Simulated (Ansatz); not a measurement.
# Where H_i (antibonding, by N) puts its levels in the gap of GaN (P6_3mc), part 2 of 2

Aim: at which Fermi levels does H_i (antibonding, by N) in GaN (P6_3mc) change its charge? The model is a cell of 72 host atoms with 1 H put in.

Ansatz; place-levels on r2SCAN runs: charge-transition levels and formation energies with image-charge correction and potential alignment at the atomic sites; PAW set soft_1.

So far: The starting structure; Charge states.

## (3) Levels against the band edges, r2SCAN

A charged cell interacts with its images and the background, and its potential has another zero than the host's. place-levels removes the first by a point-charge model, screened by the static dielectric constant since the ions have relaxed around the charge, and the second by comparing potentials at atoms far from the defect.

The host is a run of the defect-free crystal in the same cutoffs, grids and k-points, so that basis and sampling errors cancel in part in the differences. The host is run in a cell of 8 atoms on a matching mesh. Its band edges are searched through the zone by a band path, so the gap is smaller than, or equal to, that on the mesh. Chemical potentials are energies per atom of H (H2 molecule), run with the same functional and cutoff.

Input file levels.point.yaml:

```yaml
host:
  run: host.point.run
states: [qm1.point.run, q0_M1.point.run, qp1.point.run]
geometry_from:
  qm1.point.run: qm1.relax.run
  q0_M1.point.run: q0_M1.relax.run
  qp1.point.run: qp1.relax.run
  host.point.run: host.relax.run
chemical_potentials:
  H:
    energy: -15.945394
    dataset: "<sha256 of the dataset>"
epsilon: [5.83, 5.83, 6.02]
static_epsilon: [10.1, 10.1, 11.19]
vertical:
  - { from: qm1.point.run, to: qm1.point_neutral.run }
  - { from: qp1.point.run, to: qp1.point_neutral.run }
```

Launch:

```bash
$ ansatz place-levels levels.point.yaml -- --threads 8 --pin off --max-ram 15073MiB
```

Log:

```text
[... repeated set-up lines and file paths are left out, and long positions are rounded to six places ...]
(+1/0) 2.712 eV above the valence edge, in the conduction band
(0/-1) 3.726 eV above the valence edge, in the conduction band
formation energy of charge +1: +0.367 eV with the Fermi level at the valence edge
formation energy of charge 0: +3.079 eV with the Fermi level at the valence edge
formation energy of charge -1: +6.804 eV with the Fermi level at the valence edge
vertical -1 to 0: no energy, since no alignment is typed
  the change from vertical[0].from (qm1.point.run) to vertical[0].to (qm1.point_neutral.run): by its potential at epsilon [5.83, 5.83, 6.02] it stands at 0.514 0.335 0.500, with an rms radius of about 1.7 Å (0.9 1.3 0.7 Å across the planes of the cell's [...]
vertical +1 to 0: no energy, since no alignment is typed
  the change from vertical[1].from (qp1.point.run) to vertical[1].to (qp1.point_neutral.run): by its potential at epsilon [5.83, 5.83, 6.02] it stands at 0.518 0.347 0.472, with an rms radius of about 5.5 Å (2.7 3.5 3.2 Å across the planes of the cell's [...]
  edges by r2scan, gap 2.669 eV; the host is sampled to repeats of 18.81 Å
  the defect's cells are sampled to repeats of 18.81 Å, like sampling
  charge +1: -150374.7607 eV with its correction of +0.241 eV, at epsilon [10.1, 10.1, 11.19], aligned at sites: +0.0284 eV, mean over 34 atomic sites at or beyond 4.70 Å from the defect at [0.6143, 0.5619, 0.4054], with -0.000147 for the charge's moments and [...]
  charge 0: +0.000 eV for its dipole among its images, +0.000 omitted
  charge -1: -150347.9703 eV with its correction of +0.174 eV, at epsilon [10.1, 10.1, 11.19], aligned at sites: +0.0390 eV, mean over 34 atomic sites at or beyond 4.70 Å from the defect at [0.6143, 0.5619, 0.4054], with +0.000000 for the charge's moments and [...]
  of states[2] (qp1.point.run): it parts from the run at its places by a charge that spreads by about 3.5 Å along one vector (1.4 Å or more is wide), by its potential at epsilon [5.83, 5.83, 6.02], taken for that of held ions (one typed too small widens it), [...]
  of states[1] (q0_M1.point.run): stability_check_not_made
  of states[0] (qm1.point.run): its displacements don't fall off away from the defect: farther atoms stand 0.023 Å off the host's places. [...]
  of vertical[0].from (qm1.point.run): its displacements don't fall off away from the defect: farther atoms stand 0.023 Å off the host's places. [...]
  of vertical[0].to (qm1.point_neutral.run): its displacements don't fall off away from the defect: farther atoms stand 0.023 Å off the host's places. [...]
  of vertical[1].from (qp1.point.run): it parts from the run at its places by a charge that spreads by about 3.5 Å along one vector (1.4 Å or more is wide), by its potential at epsilon [5.83, 5.83, 6.02], taken for that of held ions (one typed too small [...]
  of vertical[1].to (qp1.point_neutral.run): its moments are held at its close (magnetization.spin_locking), by a field of 0.278 eV a Bohr magneton, and its energy and levels are of the state that this holds: a run that lets them go can end lower; [...]
```

Wall time 0.31 s (8 threads of Arm Neoverse V2, shared host).

Levels between the charges placed, in eV above the valence top:

```
        gap (eV)  (+1/0)  (0/−1)
r2SCAN      2.67    2.71    3.73
```

Corrections by state:

```
charge  moment (μB)  image terms and alignment (eV)  band filling (eV)                                  ε used  over the lowest of its charge, as the program ranks them, band filling apart (eV)
    +1          0.0                           0.241                  -  principal values (10.10, 10.10, 11.19)                                                                              0.000
     0          1.0                           0.000                  -                                       -                                                                              0.000
    −1          0.0                           0.174                  -  principal values (10.10, 10.10, 11.19)                                                                              0.000
```

The charged structures listed were also run neutral, and place-levels reads from each pair, by the potential or the spins, how wide the charge is by which they differ; that can be the carrier of either run.

```
charge  rms radius (Å)  spread where it is widest against the cell (Å)  wide from (Å)  reading
    +1             5.5                                            3.51           1.41     wide
    −1             1.7                                            1.33           1.41   narrow
```

The neutral runs of these pairs need not share the spin of the lowest neutral state, and very wide values only mean spread over the cell.

From the program's caveats on the states, each cut to its opening words:

- charge +1: it parts from the run at its places by a charge that spreads by about 3.5 Å along one vector (1.4 Å or more is wide), by its potential at epsilon [5.83, 5.83, [...]
- charge 0 (1 μB): flagged: stability check not made
- charge −1: its displacements don't fall off away from the defect: farther atoms stand 0.023 Å off the host's places

The host's formation energy from the elements is -0.638 eV per atom at this strain; it sets how far the chemical potentials can move.

Limit set by the element alone; other compounds of these elements are not counted. Chemical potentials from the elements' reference states: Ga 0.00 eV, N -1.28 eV, H 0.00 eV. Formation energy by charge state (Ga-rich; gap 2.67 eV):

```
charge  at valence top (eV)  at conduction bottom (eV)  correction included (eV)
    +1                 0.37                       3.04                      0.24
     0                 3.08                       3.08                      0.00
    −1                 6.80                       4.14                      0.17
```

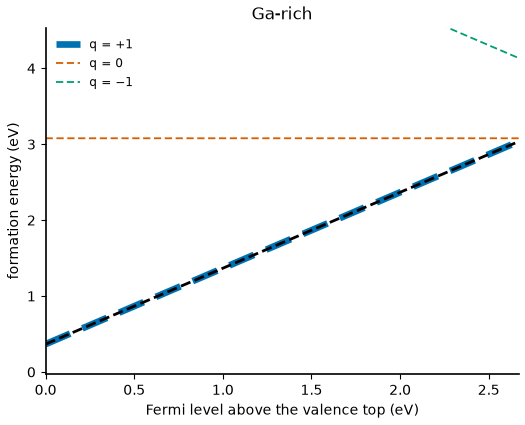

Formation energy against Fermi level; the thick line follows the lowest charge state.

Limit set by the element alone; other compounds of these elements are not counted. Chemical potentials from the elements' reference states: N 0.00 eV, Ga -1.28 eV, H 0.00 eV. Formation energies (N-rich), with the Fermi level at the valence top and at the conduction bottom (gap 2.67 eV):

```
charge  at valence top (eV)  at conduction bottom (eV)  correction included (eV)
    +1                 0.37                       3.04                      0.24
     0                 3.08                       3.08                      0.00
    −1                 6.80                       4.14                      0.17
```

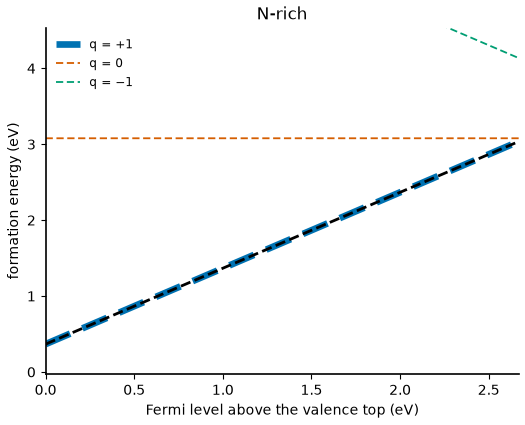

Formation energy against Fermi level; the thick line follows the lowest charge state.

Charge transition levels, in eV, zero at the valence-band top of the host:

```
                         conduction bottom  valence top
H_i (antibonding, by N)               2.67         0.00
```

```
                          level  energy (eV)
H_i (antibonding, by N)  (+1/0)         2.71
```

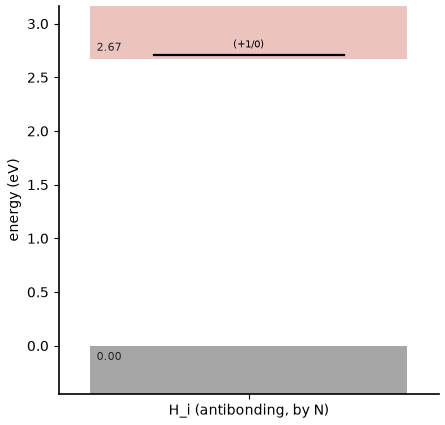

Charge transition levels. Shaded: valence and conduction bands.

## (4) Effect of the sampling

The relaxations' own energies give the levels at their sampling, for comparison.

Input file levels.relax_mesh.yaml:

```yaml
host:
  run: host.relax.run
states: [qm1.relax.run, q0_M1.relax.run, qp1.relax.run]
chemical_potentials:
  H:
    energy: -15.945394
    dataset: "<sha256 of the dataset>"
```

Launch:

```bash
$ ansatz place-levels levels.relax_mesh.yaml -- --threads 8 --pin off --max-ram 15073MiB
```

Log:

```text
(+1/0) 2.728 eV above the valence edge, in the conduction band
(0/-1) 3.881 eV above the valence edge, in the conduction band
formation energy of charge +1: +0.358 eV with the Fermi level at the valence edge
formation energy of charge 0: +3.086 eV with the Fermi level at the valence edge
formation energy of charge -1: +6.967 eV with the Fermi level at the valence edge
  edges by r2scan, gap 2.677 eV; the host is sampled to repeats of 13.88 Å
[... the lines on each state left out ...]
```

Run time: 0.1 s. Hardware: 8 threads.

Levels between neighbouring charges, in eV above the valence top:

```
                        gap (eV)  (+1/0)  (0/−1)
one point at (¼, ¼, ¼)      2.68    2.73    3.88
  a 2×2×2 shifted mesh      2.67    2.71    3.73
```

Going from one point at (¼, ¼, ¼) to a 2×2×2 shifted mesh moves the levels that carry no band-filling term by up to 0.15 eV and formation energies against the elements by up to 0.16 eV.

## (5) Summary of results

```json
{
 "gap of the host": "2.67 eV (r2SCAN)",
 "level (plus 1/0)": "2.71 eV above the valence top, past the conduction bottom",
 "level (0/minus 1)": "3.73 eV above the valence top, past the conduction bottom",
 "lowest of the charges placed, just above the valence top (0.02 eV)": "+1",
 "lowest of the charges placed, just below the conduction bottom (0.02 eV)": "+1",
 "lowest formation energy at mid-gap of the charges run, Ga-rich": "1.70 eV",
 "lowest formation energy at mid-gap of the charges run, N-rich": "1.70 eV"
}
```

In words: Of the charges placed (−1, 0 and +1), +1 is the lowest from 0.02 eV above the valence top to 0.02 eV below the conduction bottom, a gap of 2.67 eV. (+1/0) lies 0.04 eV from a band edge, less than the doubt on such levels. Charges above +1 were not placed, so these runs say nothing of levels that involve them. States placed: +1 at 0 μB; 0 at 1 μB; −1 at 0 μB. Other spin states or structures, where not listed, weren't placed. At charge −1 and 0 the atom put in ends up to 1.1 Å from its starting place, so the name tells the start alone and the levels can join different sites. H is taken at its element; compounds, which aren't counted here, bound the chemical potentials and would shift these formation energies. Going from one point at (¼, ¼, ¼) to a 2×2×2 shifted mesh moves the levels that carry no band-filling term by up to 0.15 eV and formation energies against the elements by up to 0.16 eV. What this leaves open: r2SCAN makes the gap too small and tends to spread out bound carriers; where a gas molecule sets a chemical potential or the host's formation energy, its binding is uncorrected; force components of up to 0.19 eV/Å remain in a run at the final settings.

[Logs are printed without paths, hosts, clocks, repeated set-up lines and the standing remarks that a program may print on its own settings, such as how far it seeks lower states.]

[Hosts, paths, dates, database ids (printed as entryN), source tags and the programs' standing remarks are cut or masked in the printed files.]

[Where a table of states has a column of steps, it counts the stored structures, which are thinned; the runs took as many ionic steps or more.]

[A defect's name tells the site on which it was built; relaxed atoms can leave that site.]

[For some hosts the program warned that the k-mesh of the response run may be too coarse for force constants and the static dielectric constant; such warnings are not shown here.]
